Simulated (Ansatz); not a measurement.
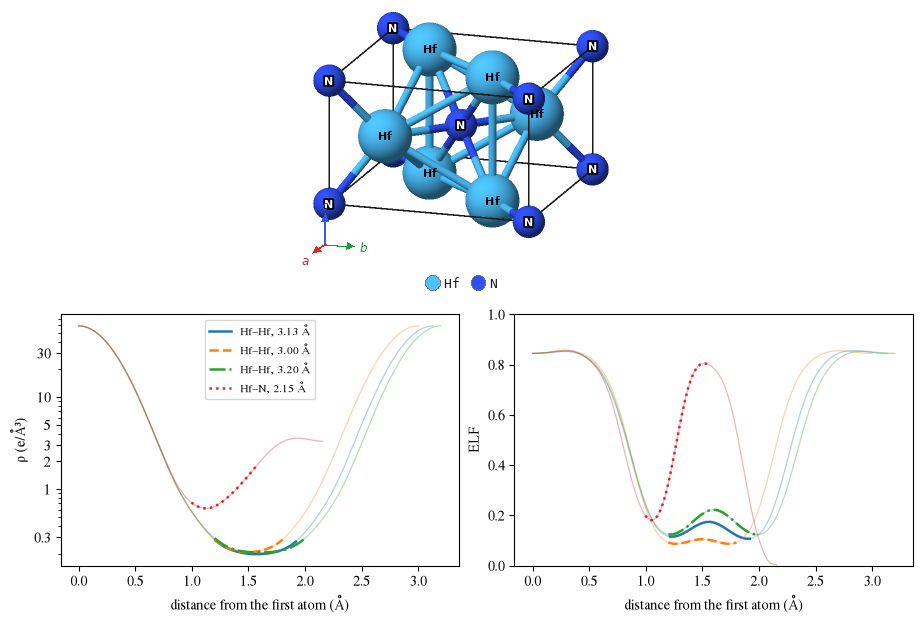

The picture shows: Hf2N. Valence electron density and ELF along straight lines between neighbouring atoms. Thin, pale parts lie inside the atomic spheres. The structure is drawn too.

Space group Pnnm; a structure from a database of computed crystals, not necessarily the ambient phase; changed on purpose from its base cell (mode 4 frozen in at +0.102 Å, normal strain along x -0.0350); computed pressure about 8 GPa in this cell; PAW files of the earlier set (soft_1).

Method: DFT LDA, scalar-relativistic, plane waves, PAW (Ansatz 0.2.0).

Core electrons are frozen (PAW), and the valence fields are smoothed inside the atomic spheres.

```
CELL_PARAMETERS angstrom
5.06833 0.00000 0.00000
0.00000 5.25216 0.00000
0.00000 0.00000 3.20058
ATOMIC_POSITIONS crystal
Hf 0.30920 0.28160 0.00000
Hf 0.69080 0.71840 0.00000
Hf 0.80920 0.21840 0.50000
Hf 0.19080 0.78160 0.50000
N 0.00000 0.00000 0.00000
N 0.50000 0.50000 0.50000
```

Question: What can be read from the curves?

Answer: Hf–Hf (3.13 Å): ρ is about 0.2 e/Å³ halfway; the ELF is about 0.15 at the midpoint (no localised pair shows between them).
Hf–Hf (3.00 Å): ρ at the midpoint is about 0.21 e/Å³; the ELF is about 0.10 at the midpoint; no shared electron pair shows on this line.
Hf–Hf (3.20 Å): ρ at the midpoint is about 0.21 e/Å³; the ELF is about 0.20 at the midpoint; no shared electron pair shows on this line.
Hf–N (2.15 Å): ρ at the midpoint is about 0.63 e/Å³; the ELF peaks at about 0.80 in the valence shell of N, 0.6 Å from its nucleus, and drops to about 0.20 between the two atoms; no localised pair shows between them.
